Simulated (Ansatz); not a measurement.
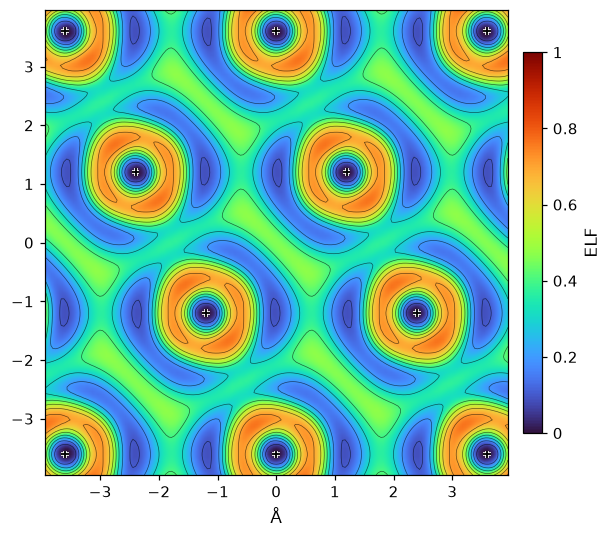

The electron localisation function on a plane through atoms (crosses mark nuclei in the plane).

These are results of DFT PBE, scalar-relativistic, plane waves, PAW (Ansatz 0.2.0), not measurements.

Candidates:
A. CoSi2, a = 5.36 Å, b = 5.36 Å, c = 5.36 Å, α = 90.00°, β = 90.00°, γ = 90.00°. Space group Fm-3m; computed without spin polarisation.
B. BN, a = 2.66 Å, b = 2.66 Å, c = 4.06 Å, α = 90.00°, β = 90.00°, γ = 120.00°. Space group P6₃mc; a structure from a database of computed crystals, not necessarily the ambient phase; changed on purpose from its base cell (strain +0.040 along x and y, -0.040 along z, atoms carried along); computed pressure about −10 GPa in this cell.
C. Ta, a = 4.17 Å, b = 4.17 Å, c = 3.60 Å, α = 90.00°, β = 90.00°, γ = 120.00°. Space group R-3m; computed pressure about 13 GPa in this cell; computed without spin polarisation.

> Which system is this?

Candidate C: Ta on the (110) plane of the conventional cell, which holds Ta. Ta–Ta (2.69 Å): the ELF is about 0.35 at the midpoint.
